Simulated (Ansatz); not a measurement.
Geometry relaxation, with input and output: TaN (part 2 of 3)

TaN (slab, 24 atoms in the cell); DFT PBE+D3(BJ), scalar-relativistic, plane waves, PAW, no spin polarisation (Ansatz 0.2.0); cutoff 420 eV, 3×3×1 k-mesh, Gaussian smearing of 0.1 eV. The structure derives from an entry of the Crystallography Open Database. The input holds or restrains some coordinates. Forces given for the steps count only the free coordinates. It belongs to a series of runs on one base structure; here: clean slab, lower planes held.

Geometry of the input (Å; fractional positions):
```
5.7616  0.0000  0.0000
0.0000  5.8570  0.0000
0.0000  0.0000  21.9177
N  0.0000  0.7500  0.3650
N  0.0000  0.2500  0.3650
N  0.5000  0.7500  0.3650
N  0.5000  0.2500  0.3650
Ta 0.2500  0.0000  0.4036
Ta 0.2500  0.5000  0.4036
Ta 0.7500  0.0000  0.4036
Ta 0.7500  0.5000  0.4036
N  0.0000  0.5000  0.4807
N  0.0000  0.0000  0.4807
N  0.5000  0.5000  0.4807
N  0.5000  0.0000  0.4807
Ta 0.2500  0.7500  0.5193
Ta 0.2500  0.2500  0.5193
Ta 0.7500  0.7500  0.5193
Ta 0.7500  0.2500  0.5193
N  0.0000  0.2500  0.5964
N  0.0000  0.7500  0.5964
N  0.5000  0.2500  0.5964
N  0.5000  0.7500  0.5964
Ta 0.2500  0.5000  0.6350
Ta 0.2500  0.0000  0.6350
Ta 0.7500  0.5000  0.6350
Ta 0.7500  0.0000  0.6350
```

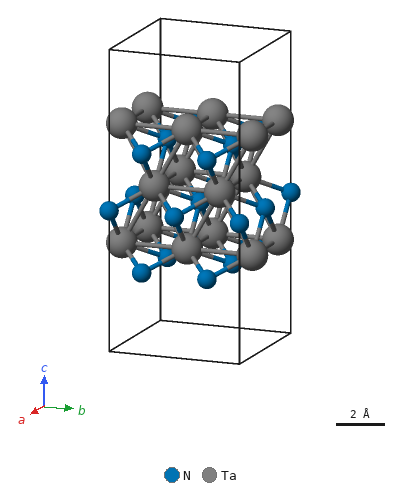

Fig. 1: The geometry at step 3 of the log (ball-and-stick view of the cell of the calculation, with the vacuum cut short, seen slightly off an axis).

What the program printed, continued
```
SCF iter   1: F=—  HF=-123817.524613 eV  |F-HF|=—  |Δ(HF+E_count)|=         —  Δρ=6.57e-3  dr2=2.17e0  ethr=9.59e-4  p=0.169 e·Å  D=4.13e-2 V/Å  ΔV_dip=-0.91 eV  dr2_dipole=5.83e-1  V_vac-E_F(+/−)=5.39/6.30 eV  ⟨swp⟩=1.5  Hψ=1842  notcnv=0  defer=41
efield: sawtooth ramp at fractional position 0.9800 (handed on by an earlier solve), width 0.0400; the density the first Hamiltonian is built on has a dipole p = 0.169 e·Å; the dipole correction subtracts the counter field D = 4.13e-2 V/Å, which shifts the + side's vacuum level by -0.91 eV against the − side's; the planar-averaged density in the ramp window peaks in size at 7.6e-7 e/Å³
preconditioner: auto → LDOS  [metal: Δε(μ)=0.042 eV  Ē_g=8.478 eV  σ=0.100 eV  W_gap=0.23  n_scr=126 (ndim 8)  ℏωp=15.0 eV  f_vac=0.562  D(μ)=15.47/eV (n_scr^D=92)  β→1.0]
SCF iter   2: F=—  HF=-123817.447376 eV  |F-HF|=—  |Δ(HF+E_count)|=   7.72e-2  Δρ=2.68e-3  dr2=1.50e-1  ethr=9.59e-4  p=0.169 e·Å  D=4.12e-2 V/Å  ΔV_dip=-0.90 eV  dr2_dipole=2.96e-2  V_vac-E_F(+/−)=5.39/6.29 eV  ⟨swp⟩=2.2  Hψ=664  notcnv=0  defer=41
SCF iter   3: F=—  HF=-123817.451514 eV  |F-HF|=—  |Δ(HF+E_count)|=   4.14e-3  Δρ=2.72e-3  dr2=1.88e-1  ethr=6.95e-5  p=0.162 e·Å  D=3.97e-2 V/Å  ΔV_dip=-0.87 eV  dr2_dipole=1.94e-2  V_vac-E_F(+/−)=5.40/6.27 eV  ⟨swp⟩=3.0  Hψ=1068  notcnv=0  defer=41
SCF iter   4: F=—  HF=-123817.434659 eV  |F-HF|=—  |Δ(HF+E_count)|=   1.69e-2  Δρ=1.47e-3  dr2=2.42e-2  ethr=6.95e-5  p=0.161 e·Å  D=3.93e-2 V/Å  ΔV_dip=-0.86 eV  dr2_dipole=2.26e-3  V_vac-E_F(+/−)=5.41/6.27 eV  ⟨swp⟩=2.0  Hψ=822  notcnv=0  defer=55
SCF iter   5: F=—  HF=-123817.430946 eV  |F-HF|=—  |Δ(HF+E_count)|=   3.71e-3  Δρ=4.67e-4  dr2=4.00e-3  ethr=1.12e-5  p=0.160 e·Å  D=3.91e-2 V/Å  ΔV_dip=-0.86 eV  dr2_dipole=7.60e-4  V_vac-E_F(+/−)=5.41/6.27 eV  ⟨swp⟩=2.2  Hψ=692  notcnv=0  defer=55
SCF iter   6: F=—  HF=-123817.430357 eV  |F-HF|=—  |Δ(HF+E_count)|=   5.88e-4  Δρ=1.41e-4  dr2=1.06e-4  ethr=1.85e-6  p=0.160 e·Å  D=3.91e-2 V/Å  ΔV_dip=-0.86 eV  dr2_dipole=9.79e-6  V_vac-E_F(+/−)=5.41/6.27 eV  ⟨swp⟩=2.5  Hψ=715  notcnv=0  defer=55
SCF iter   7: F=—  HF=-123817.430394 eV  |F-HF|=—  |Δ(HF+E_count)|=   3.63e-5  Δρ=5.67e-5  dr2=1.59e-5  ethr=4.91e-8  p=0.160 e·Å  D=3.91e-2 V/Å  ΔV_dip=-0.86 eV  dr2_dipole=1.74e-7  V_vac-E_F(+/−)=5.41/6.27 eV  ⟨swp⟩=2.8  Hψ=848  notcnv=0  defer=55
SCF iter   8: F=-123817.430424 eV  HF=-123817.430417 eV  |F-HF|=7.14e-6  |Δ(HF+E_count)|=   2.34e-5  Δρ=2.88e-5  dr2=3.88e-6  ethr=4.34e-9  p=0.160 e·Å  D=3.92e-2 V/Å  ΔV_dip=-0.86 eV  dr2_dipole=1.65e-7  V_vac-E_F(+/−)=5.41/6.27 eV  ⟨swp⟩=27.2  Hψ=6266  notcnv=0
SCF 2 converged in 8 iterations: F = -123817.430424 eV  dr2 = 3.88e-6
  Residual-converged pass: ⟨swp⟩=1.0  Hψ=544  notcnv=0  max |occ|·‖R‖ = 7.0e-9 eV (tolerance 1.0e-8 eV)  dr2=3.88e-6  dr2_onsite=3.44e-8  max |Δocc| = 1.1e-10
relax step   2: F+E_penalty+E_count = -123817.43042416 eV  Δ(F+E_penalty+E_count) = +1.304e-2 eV  max|allowed force component| = 2.846e-1 eV/Å  Δτ_max = 0.1079 Å  (8 SCF iters, dr2 threshold 9.37e-6 eV, rejected (line search))
SCF iter   1: F=—  HF=-123817.513279 eV  |F-HF|=—  |Δ(HF+E_count)|=         —  Δρ=3.40e-3  dr2=4.45e-1  ethr=2.92e-3  p=0.160 e·Å  D=3.92e-2 V/Å  ΔV_dip=-0.86 eV  dr2_dipole=1.12e-1  V_vac-E_F(+/−)=5.41/6.26 eV  ⟨swp⟩=4.0  Hψ=891  notcnv=0  defer=66
efield: sawtooth ramp at fractional position 0.9800 (handed on by an earlier solve), width 0.0400; the density the first Hamiltonian is built on has a dipole p = 0.160 e·Å; the dipole correction subtracts the counter field D = 3.92e-2 V/Å, which shifts the + side's vacuum level by -0.86 eV against the − side's; the planar-averaged density in the ramp window peaks in size at 2.4e-6 e/Å³
preconditioner: auto → LDOS  [metal: Δε(μ)=0.123 eV  Ē_g=8.568 eV  σ=0.100 eV  W_gap=0.48  n_scr=126 (ndim 8)  ℏωp=15.0 eV  f_vac=0.564  D(μ)=12.14/eV (n_scr^D=68)  β→1.0]
SCF iter   2: F=—  HF=-123817.492726 eV  |F-HF|=—  |Δ(HF+E_count)|=   2.06e-2  Δρ=1.45e-3  dr2=3.03e-2  ethr=2.06e-4  p=0.163 e·Å  D=3.99e-2 V/Å  ΔV_dip=-0.87 eV  dr2_dipole=2.71e-3  V_vac-E_F(+/−)=5.40/6.27 eV  ⟨swp⟩=2.0  Hψ=804  notcnv=0  defer=66
SCF iter   3: F=—  HF=-123817.493487 eV  |F-HF|=—  |Δ(HF+E_count)|=   7.62e-4  Δρ=1.39e-3  dr2=3.47e-2  ethr=1.40e-5  p=0.164 e·Å  D=4.01e-2 V/Å  ΔV_dip=-0.88 eV  dr2_dipole=3.09e-3  V_vac-E_F(+/−)=5.41/6.28 eV  ⟨swp⟩=3.0  Hψ=1064  notcnv=0  defer=66
SCF iter   4: F=—  HF=-123817.490383 eV  |F-HF|=—  |Δ(HF+E_count)|=   3.10e-3  Δρ=7.78e-4  dr2=5.96e-3  ethr=1.40e-5  p=0.164 e·Å  D=4.01e-2 V/Å  ΔV_dip=-0.88 eV  dr2_dipole=2.72e-4  V_vac-E_F(+/−)=5.40/6.28 eV  ⟨swp⟩=2.0  Hψ=697  notcnv=0  defer=66
SCF iter   5: F=—  HF=-123817.489188 eV  |F-HF|=—  |Δ(HF+E_count)|=   1.20e-3  Δρ=1.55e-4  dr2=2.48e-4  ethr=2.76e-6  p=0.165 e·Å  D=4.03e-2 V/Å  ΔV_dip=-0.88 eV  dr2_dipole=4.79e-5  V_vac-E_F(+/−)=5.40/6.29 eV  ⟨swp⟩=2.0  Hψ=701  notcnv=0  defer=66
SCF iter   6: F=—  HF=-123817.489213 eV  |F-HF|=—  |Δ(HF+E_count)|=   2.52e-5  Δρ=6.51e-5  dr2=2.73e-5  ethr=1.15e-7  p=0.165 e·Å  D=4.03e-2 V/Å  ΔV_dip=-0.88 eV  dr2_dipole=3.75e-6  V_vac-E_F(+/−)=5.40/6.29 eV  ⟨swp⟩=3.0  Hψ=888  notcnv=0  defer=66
SCF iter   7: F=—  HF=-123817.488905 eV  |F-HF|=—  |Δ(HF+E_count)|=   3.08e-4  Δρ=3.31e-5  dr2=4.14e-6  ethr=1.27e-8  p=0.165 e·Å  D=4.03e-2 V/Å  ΔV_dip=-0.88 eV  dr2_dipole=5.22e-8  V_vac-E_F(+/−)=5.41/6.29 eV  ⟨swp⟩=2.0  Hψ=710  notcnv=0  defer=66
SCF iter   8: F=—  HF=-123817.488915 eV  |F-HF|=—  |Δ(HF+E_count)|=   1.03e-5  Δρ=1.18e-5  dr2=7.45e-7  ethr=1.92e-9  p=0.165 e·Å  D=4.03e-2 V/Å  ΔV_dip=-0.88 eV  dr2_dipole=2.62e-8  V_vac-E_F(+/−)=5.41/6.29 eV  ⟨swp⟩=2.8  Hψ=867  notcnv=0  defer=66
SCF iter   9: F=—  HF=-123817.488916 eV  |F-HF|=—  |Δ(HF+E_count)|=   1.10e-6  Δρ=4.35e-6  dr2=1.47e-7  ethr=3.45e-10  p=0.165 e·Å  D=4.03e-2 V/Å  ΔV_dip=-0.88 eV  dr2_dipole=4.60e-9  V_vac-E_F(+/−)=5.41/6.29 eV  ⟨swp⟩=3.2  Hψ=888  notcnv=0  defer=66
SCF iter  10: F=-123817.488917 eV  HF=-123817.488916 eV  |F-HF|=8.72e-8  |Δ(HF+E_count)|=   2.83e-7  Δρ=1.67e-6  dr2=1.91e-8  ethr=4.63e-11  p=0.165 e·Å  D=4.03e-2 V/Å  ΔV_dip=-0.88 eV  dr2_dipole=2.09e-10  V_vac-E_F(+/−)=5.41/6.29 eV  ⟨swp⟩=23.8  Hψ=5256  notcnv=0
SCF 3 converged in 10 iterations: F = -123817.488917 eV  dr2 = 1.91e-8
relax step   3: F+E_penalty+E_count = -123817.48891657 eV  Δ(F+E_penalty+E_count) = -4.546e-2 eV  max|allowed force component| = 6.830e-2 eV/Å  Δτ_max = 0.0498 Å  (10 SCF iters, accepted)
SCF iter   1: F=—  HF=-123817.490142 eV  |F-HF|=—  |Δ(HF+E_count)|=         —  Δρ=2.08e-4  dr2=4.62e-4  ethr=7.18e-6  p=0.165 e·Å  D=4.03e-2 V/Å  ΔV_dip=-0.88 eV  dr2_dipole=1.34e-6  V_vac-E_F(+/−)=5.41/6.29 eV  ⟨swp⟩=2.0  Hψ=809  notcnv=0
efield: sawtooth ramp at fractional position 0.9800 (handed on by an earlier solve), width 0.0400; the density the first Hamiltonian is built on has a dipole p = 0.165 e·Å; the dipole correction subtracts the counter field D = 4.03e-2 V/Å, which shifts the + side's vacuum level by -0.88 eV against the − side's; the planar-averaged density in the ramp window peaks in size at 2.5e-6 e/Å³
preconditioner: auto → LDOS  [metal: Δε(μ)=0.059 eV  Ē_g=8.548 eV  σ=0.100 eV  W_gap=0.31  n_scr=126 (ndim 8)  ℏωp=15.0 eV  f_vac=0.564  D(μ)=13.51/eV (n_scr^D=84)  β→1.0]
SCF iter   2: F=—  HF=-123817.490028 eV  |F-HF|=—  |Δ(HF+E_count)|=   1.14e-4  Δρ=1.13e-4  dr2=1.82e-4  ethr=2.14e-7  p=0.165 e·Å  D=4.03e-2 V/Å  ΔV_dip=-0.88 eV  dr2_dipole=1.04e-5  V_vac-E_F(+/−)=5.41/6.29 eV  ⟨swp⟩=3.0  Hψ=1088  notcnv=0
SCF iter   3: F=—  HF=-123817.489998 eV  |F-HF|=—  |Δ(HF+E_count)|=   2.93e-5  Δρ=4.83e-5  dr2=3.20e-5  ethr=8.45e-8  p=0.165 e·Å  D=4.03e-2 V/Å  ΔV_dip=-0.88 eV  dr2_dipole=2.70e-6  V_vac-E_F(+/−)=5.41/6.29 eV  ⟨swp⟩=2.0  Hψ=792  notcnv=0
SCF iter   4: F=—  HF=-123817.489679 eV  |F-HF|=—  |Δ(HF+E_count)|=   3.19e-4  Δρ=2.17e-5  dr2=5.37e-6  ethr=1.48e-8  p=0.165 e·Å  D=4.03e-2 V/Å  ΔV_dip=-0.88 eV  dr2_dipole=1.13e-6  V_vac-E_F(+/−)=5.41/6.29 eV  ⟨swp⟩=2.8  Hψ=875  notcnv=0
SCF iter   5: F=—  HF=-123817.489680 eV  |F-HF|=—  |Δ(HF+E_count)|=   8.14e-7  Δρ=9.83e-6  dr2=1.91e-6  ethr=2.49e-9  p=0.165 e·Å  D=4.03e-2 V/Å  ΔV_dip=-0.88 eV  dr2_dipole=5.10e-7  V_vac-E_F(+/−)=5.41/6.29 eV  ⟨swp⟩=2.2  Hψ=762  notcnv=0
SCF iter   6: F=—  HF=-123817.489680 eV  |F-HF|=—  |Δ(HF+E_count)|=   4.78e-7  Δρ=4.97e-6  dr2=4.71e-7  ethr=8.84e-10  p=0.165 e·Å  D=4.03e-2 V/Å  ΔV_dip=-0.88 eV  dr2_dipole=1.35e-7  V_vac-E_F(+/−)=5.41/6.29 eV  ⟨swp⟩=2.0  Hψ=528  notcnv=0
SCF iter   7: F=-123817.489681 eV  HF=-123817.489681 eV  |F-HF|=9.72e-8  |Δ(HF+E_count)|=   2.53e-7  Δρ=1.88e-6  dr2=3.39e-8  ethr=4.63e-11  p=0.165 e·Å  D=4.03e-2 V/Å  ΔV_dip=-0.88 eV  dr2_dipole=8.22e-9  V_vac-E_F(+/−)=5.41/6.29 eV  ⟨swp⟩=18.2  Hψ=5100  notcnv=0
SCF 4 converged in 7 iterations: F = -123817.489681 eV  dr2 = 3.39e-8
relax step   4: F+E_penalty+E_count = -123817.48968062 eV  Δ(F+E_penalty+E_count) = -7.640e-4 eV  max|allowed force component| = 1.765e-2 eV/Å  Δτ_max = 0.0045 Å  (7 SCF iters, accepted)
WARN: The output density's exchange-correlation potential varies sharply where the density is thin. Do not read a vacuum level from v_tot or v_xc, or from such a field of the output density. On a cell that repeats whose density bears no net charge and no dipole along the vacuum's axis use v_es (v_loc + v_h of the components); under efield.dipole_correction with no amplitude use v_es + v_field, which holds any external_charges[].barrier, or the levels of the report's work_function block, which leave it out; under a non-zero efield.amplitude the vacuum is tilted and has no level; on a cell that repeats and bears such a dipole with no correction it is tilted too, and efield.dipole_correction with no amplitude gives each side of its ramp a level where efield: is served; in a cell that repeats whose density bears a net charge (total_charge, or a fill off its count) it is curved and has none; of a slab under crystal.periodic whose density bears no net charge use v_es, which has a level on each side, short of where the two are joined; of another it falls or rises all the way out and has none; of a slab beside external_charges read slab_vacuum_level instead, which it has where they leave it neutral. The grid or the basis barely resolves most such structure, and the values can differ between equally converged runs; as a rule a tighter scf.convergence.dr2_threshold does not remove it. Where the density itself ripples (under the LDA too) a higher basis.ecutwfc lessens it. The files hold the spikes' plane waves up to the density's cutoff. Files: v_tot_of_output_density and the like, and their columns of v_z.tsv (output.write_potential); v_xc_of_output_density and the like, and their columns of v_comp_z.tsv (output.write_potential_components). Measured: with its Gaussian average of σ = 0.25 Å subtracted twice, the exchange-correlation potential is over 0.1 eV at 4 of the grid points where the equally averaged density (valence and model cores) is under 1e-3 e/Å³, and 0.119 eV at the most among them, at an averaged density of 4.2e-7 e/Å³. The input density's (outcome.potential() and, of a run that writes arrays, v_tot and v_xc) is over 0.1 eV, so measured, at 104 points of its own thin density, 0.148 eV at the most. See output.write_potential in the manual, Limitations
SCF converged after 7 iterations
Free energy (F): -123817.489681 eV
Harris-Foulkes:  -123817.489681 eV  (|F-HF|=9.72e-8)
Internal energy: -123817.422089 eV  (E = F + TS)
E sigma→0 (E₀):  -123817.455885 eV
Entropy (-TS):   -0.067592 eV (-2.816 meV/atom)
Fermi energy:    3.220421 eV
Dipole field:    D = 0.040199 V/Å  (p = 0.164313 e·Å, saw-weighted, corrected)
Work function:   Φ+ = 5.4064 eV   Φ− = 6.2875 eV
Levels:          The Fermi level and band energies are counted from a zero that moves with the ramp; work functions are not
--- Per-component energies (eV) ---
  E_band       = -4167.571383
  E_kinetic    = 5943.477822
  E_local      = -205086.346126  (includes V_loc(G=0)·N_el)
  E_nonlocal   = 715.264540
  E_hartree    = 99602.912738
  E_xc         = -3339.199575
  E_vxc        = -3361.004880  (∫ρ·V_xc dr)
  E_paw        = -102283.833181  (= ΣΔE_a)
  E_vpaw       = -1582.983933  (= ΣTr[D̂ρ^β])
  E_aug_tail   = 0.002468  (compensation charges beyond the density's cutoff)
  E_efield     = 0.003303  (sawtooth field / dipole correction)
  E_vefield    = -1.814953  (∫n·V_field dr)
  E_ewald      = 80637.981971
  E_disp       = -7.686048  (pairwise vdW)
  E_smearing   = -0.067592  (= −TS)
  E_closure    = 0.000000  (closes the sum)
  Σ components = -123817.489681   (vs F -123817.489681, Δ=0.00e0)
--- Forces (eV/Å), atoms counted from 1 ---
  atom   1  N      0.00000000    -0.00000000     2.98378370
  atom   2  N      0.00000000    -0.00000000     2.98378370
  atom   3  N     -0.00000000     0.00000000     2.98378370
  atom   4  N      0.00000000    -0.00000000     2.98378370
  atom   5  Ta     0.00000000     0.00000000    -3.31979364
  atom   6  Ta     0.00000000     0.00000000    -3.31979364
  atom   7  Ta     0.00000000    -0.00000000    -3.31979364
  atom   8  Ta     0.00000000     0.00000000    -3.31979364
  atom   9  N      0.00000000     0.00000000     0.34048819
  atom  10  N      0.00000000     0.00000000     0.34048819
  atom  11  N      0.00000000     0.00000000     0.34048819
  atom  12  N      0.00000000    -0.00000000     0.34048819
  atom  13  Ta     0.00000000    -0.00000000     0.00538412
  atom  14  Ta    -0.00000000    -0.00000000     0.00538412
  atom  15  Ta    -0.00000000    -0.00000000     0.00538412
  atom  16  Ta     0.00000000     0.00000000     0.00538412
  atom  17  N     -0.00000000     0.00000000    -0.01765094
  atom  18  N     -0.00000000     0.00000000    -0.01765094
  atom  19  N     -0.00000000     0.00000000    -0.01765094
  atom  20  N     -0.00000000     0.00000000    -0.01765094
  atom  21  Ta     0.00000000     0.00000000     0.00779960
  atom  22  Ta     0.00000000     0.00000000     0.00779960
  atom  23  Ta     0.00000000     0.00000000     0.00779960
  atom  24  Ta     0.00000000     0.00000000     0.00779960
  max |Σ_I F_I| component: 4.41e-5 eV/Å
--- Band table (eV) ---
```
